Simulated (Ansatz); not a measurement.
## Single-point calculation, with input and output: GaSb₃

- system: GaSb₃ (4 atoms in the cell)
- method: DFT PBE, scalar-relativistic, plane waves, PAW, no spin polarisation (Ansatz 0.2.0)

The structure derives from a Materials Project entry. It belongs to a series of runs on one base structure; here: structure listed in a database for this formula (Fm-3m, No. 225). Figures and captions count atoms from 1; the log counts them from 0 in places.

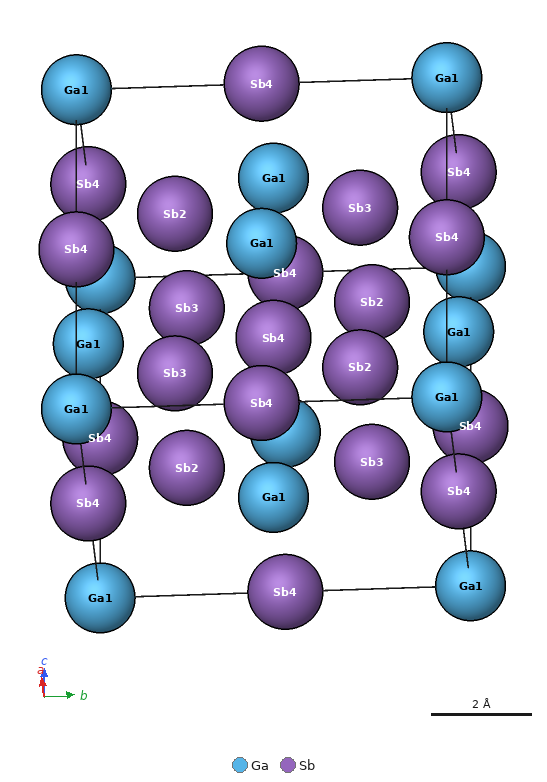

The input geometry (spheres-only view of the cell 4 times as large as that of the calculation, set on its symmetry axes, seen at an oblique angle; atoms are numbered from 1 in the order of the input).

The input:
```yaml
crystal:
  lattice:
    - [0.0, 3.730595, 3.730595]
    - [3.730595, 0.0, 3.730595]
    - [3.730595, 3.730595, 0.0]
  atoms:
    - { symbol: Ga, position: [0.0, 0.0, 0.0] }
    - { symbol: Sb, position: [0.25, 0.25, 0.25] }
    - { symbol: Sb, position: [0.75, 0.75, 0.75] }
    - { symbol: Sb, position: [0.5, 0.5, 0.5] }
basis:
  ecutwfc: 420
kpoints:
  mp_grid: { grid: [4, 4, 4] }
hamiltonian:
  xc: pbe
scf:
  occupations: { method: gaussian, width: 0.1 }
  lower_state_search: "off"
output:
  forces: true
  stress: true
  eigenvalues: true
```

Launched with:
```bash
ansatz run input.yaml --threads 1 --pin off --max-ram 2560MiB --backend cpu --events-out ev --progress --plain --runs-dir out
```

Log:
```
Engine: ansatz 0.2.0, x86_64-unknown-linux-gnu
Pseudopotentials: kind: paw
Pseudopotential: Ga, paw, valence charge 13, recommended cutoff 420 eV (normal), Ga.paw.azcp
Pseudopotential: Sb, paw, valence charge 15, recommended cutoff 420 eV (normal), Sb.paw.azcp
Functional definition: PBE
  parameter kappa = 0.804
  parameter beta = 0.06672455060314922
  exchange = pbe_x(kappa = kappa, mu = beta*pi^2/3)
  correlation = pbe_c(beta = beta)
Crystal: 4 atoms, lattice volume = 103.840 Å³
Basis set: ecut = 420 eV, 2085 PW (Γ), exchange–correlation on 72×72×72 points (8 copies of the dense FFT grid, shifted against one another)
Bands: 35, of which v1, the nominal top of the filled ones, is band 29 counted from 1 (28 counted from 0)
Symmetry: 48 space group operations
Space group: Fm-3m (ITA 225), of the structure as read, at distance tolerance 4.7e-5 Å
k-points: 8 of 64
Non-local potential: Ga, projectors of the file, l = 0: 2, l = 1: 2, l = 2: 3, l = 3: 1
Non-local potential: Sb, projectors of the file, l = 0: 2, l = 1: 2, l = 2: 2, l = 3: 2
PAW form: soft (Blöchl's): semilocal exchange-correlation on the pseudo side does not see the compensation charge
PAW one-centre angular grid: Ga, 590 points (default); XC on 64 Gauss nodes
PAW one-centre angular grid: Sb, 590 points (default); XC on 64 Gauss nodes
Initial density: superposition of atomic densities (neutral atoms: chi_scale 0, normalization atom), corrected by the library's trained network
Initial wavefunctions: pseudopotential atomic-orbital guess
Functional: x = pbe(κ = 0.804, μ = 0.2195149727645171), c = pbe(β = 0.06672455060314922)
SCF iter   1: F=—  HF=-23235.442440 eV  |F-HF|=—  |Δ(HF+E_count)|=         —  Δρ=3.47e-3  dr2=1.07e-2  ethr=1.77e-3  ⟨swp⟩=8.2  Hψ=1180  notcnv=0
preconditioner: auto → Kerker (q_TF=auto, 2.476 Å⁻¹)  [metal: Δε(μ)=0.102 eV  Ē_g=10.964 eV  σ=0.100 eV  W_gap=0.49  n_scr=26 (ndim 8)  ℏωp=19.3 eV  f_vac=0.000  D(μ)=6.64/eV (n_scr^D=64)]
SCF iter   2: F=—  HF=-23235.438957 eV  |F-HF|=—  |Δ(HF+E_count)|=   3.48e-3  Δρ=2.17e-3  dr2=5.00e-3  ethr=1.85e-5  ⟨swp⟩=2.6  Hψ=586  notcnv=0
SCF iter   3: F=—  HF=-23235.438366 eV  |F-HF|=—  |Δ(HF+E_count)|=   5.91e-4  Δρ=7.48e-4  dr2=4.94e-4  ethr=8.63e-6  ⟨swp⟩=3.0  Hψ=531  notcnv=0
SCF iter   4: F=—  HF=-23235.438076 eV  |F-HF|=—  |Δ(HF+E_count)|=   2.91e-4  Δρ=2.75e-4  dr2=5.97e-5  ethr=8.52e-7  ⟨swp⟩=2.2  Hψ=426  notcnv=0
SCF iter   5: F=—  HF=-23235.438046 eV  |F-HF|=—  |Δ(HF+E_count)|=   2.94e-5  Δρ=1.16e-4  dr2=1.32e-5  ethr=1.03e-7  ⟨swp⟩=2.0  Hψ=508  notcnv=0
SCF iter   6: F=—  HF=-23235.438041 eV  |F-HF|=—  |Δ(HF+E_count)|=   5.59e-6  Δρ=4.56e-5  dr2=1.55e-6  ethr=2.27e-8  ⟨swp⟩=2.0  Hψ=383  notcnv=0
SCF iter   7: F=-23235.438040 eV  HF=-23235.438040 eV  |F-HF|=3.93e-10  |Δ(HF+E_count)|=   5.74e-7  Δρ=6.63e-6  dr2=2.25e-8  ethr=1.72e-10  ⟨swp⟩=6.8  Hψ=1306  notcnv=0
SCF 1 converged in 7 iterations: F = -23235.438040 eV  dr2 = 2.25e-8
  greatest PAW one-centre occupation: 0.996 electrons in one spin orbital (limit 2), on the Sb atom at site 3 (counted from 0), in its partial waves of l = 2
SCF converged after 7 iterations
Free energy (F): -23235.438040 eV
Harris-Foulkes:  -23235.438040 eV  (|F-HF|=3.93e-10)
Internal energy: -23235.404572 eV  (E = F + TS)
E sigma→0 (E₀):  -23235.421306 eV
Entropy (-TS):   -0.033468 eV (-8.367 meV/atom)
Fermi energy:    10.698618 eV
--- Per-component energies (eV) ---
  E_band       = -499.528980
  E_kinetic    = 731.592498
  E_local      = -6219.894144  (includes V_loc(G=0)·N_el)
  E_nonlocal   = 1507.529909
  E_hartree    = 2856.466212
  E_xc         = -483.299110
  E_vxc        = -344.964838  (∫ρ·V_xc dr)
  E_paw        = -15710.362399  (= ΣΔE_a)
  E_vpaw       = -1886.726601  (= ΣTr[D̂ρ^β])
  E_aug_tail   = -0.000128  (compensation charges beyond the density's cutoff)
  E_ewald      = -5917.437409
  E_smearing   = -0.033468  (= −TS)
  E_closure    = 0.000000  (closes the sum)
  Σ components = -23235.438040   (vs F -23235.438040, Δ=0.00e0)
--- Forces (eV/Å), atoms counted from 1 ---
  atom   1  Ga    -0.00000000     0.00000000    -0.00000000
  atom   2  Sb    -0.00000000     0.00000000     0.00000000
  atom   3  Sb     0.00000000     0.00000000    -0.00000000
  atom   4  Sb     0.00000000    -0.00000000     0.00000000
  max |Σ_I F_I| component: 2.31e-18 eV/Å
--- Stress (GPa, compression-positive) ---
       -2.366066       0.000000      -0.000000
        0.000000      -2.366066       0.000000
        0.000000       0.000000      -2.366066
  P = ⅓ Tr σ = -2.3661 GPa (-23.661 kbar)
--- Band table (eV; the first three rows and the last of 8) ---
  k-point 0: bands = ["-18.7332", "-18.7332", "-18.7332", "-18.7243", "-18.7243", "-18.5847", "-18.5847", "-18.5824", "-18.5824", "-18.5824", "-18.5582", "-18.5582", "-18.5582", "-18.5554", "-18.5554", "-4.1607", "-4.1607", "-4.1607", "-4.1483", "-4.1483", "-1.7883", "3.0047", "4.0581", "7.5741", "8.1055", "8.1055", "8.1055", "8.2744", "8.2744", "8.2744", "9.9908", "9.9908", "9.9908", "14.1565", "14.1565"]
  k-point 1: bands = ["-18.7353", "-18.7353", "-18.7317", "-18.7223", "-18.7223", "-18.5822", "-18.5822", "-18.5786", "-18.5786", "-18.5758", "-18.5664", "-18.5618", "-18.5618", "-18.5576", "-18.5576", "-4.1632", "-4.1596", "-4.1596", "-4.1486", "-4.1486", "-1.3134", "2.2110", "3.3548", "6.2270", "7.3273", "7.3273", "7.9222", "8.5767", "8.5767", "10.5986", "10.5986", "11.3500", "12.6762", "14.5771", "15.8499"]
  k-point 2: bands = ["-18.7375", "-18.7375", "-18.7296", "-18.7202", "-18.7202", "-18.5758", "-18.5758", "-18.5756", "-18.5732", "-18.5732", "-18.5714", "-18.5714", "-18.5688", "-18.5593", "-18.5593", "-4.1660", "-4.1587", "-4.1587", "-4.1488", "-4.1488", "-0.2600", "0.6071", "3.0691", "5.5102", "7.1277", "7.1277", "8.0734", "8.0734", "10.2774", "10.6172", "12.7261", "12.7261", "13.6560", "13.6560", "14.3766"]
  k-point 7: bands = ["-18.7394", "-18.7329", "-18.7329", "-18.7202", "-18.7187", "-18.5825", "-18.5825", "-18.5793", "-18.5774", "-18.5719", "-18.5655", "-18.5655", "-18.5629", "-18.5629", "-18.5539", "-4.1630", "-4.1630", "-4.1563", "-4.1516", "-4.1485", "0.8634", "1.0868", "1.0868", "3.6880", "7.6864", "7.6864", "8.1753", "8.2617", "12.0670", "12.1864", "12.8342", "12.8342", "13.9620", "14.6200", "14.6200"]
```

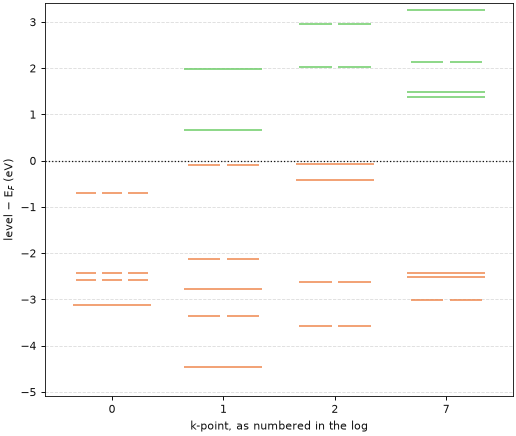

Kohn–Sham levels near the Fermi level (dotted) at the few k-points that the log prints; levels within 0.02 eV of each other stand side by side. The system is metallic on the full mesh.

Summary:

| quantity | value |
| --- | --- |
| outcome | converged |
| space group (tolerance 0.01 Å) | Fm-3m (225) |
| electrons treated | 58 |
| free energy | −23235.4380 eV |
| Fermi energy | 10.699 eV |
| gap on the k-point mesh | none (metallic) |
| pressure | −2.37 GPa |
| largest force (length of the vector) | under 0.001 eV/Å |
| hardware | 1 thread of Intel Xeon @ 2.90GHz (Ice Lake), 192 GiB of memory available, shared host |
| wall time | 2.3 s |
| peak memory | 0.4 GiB |
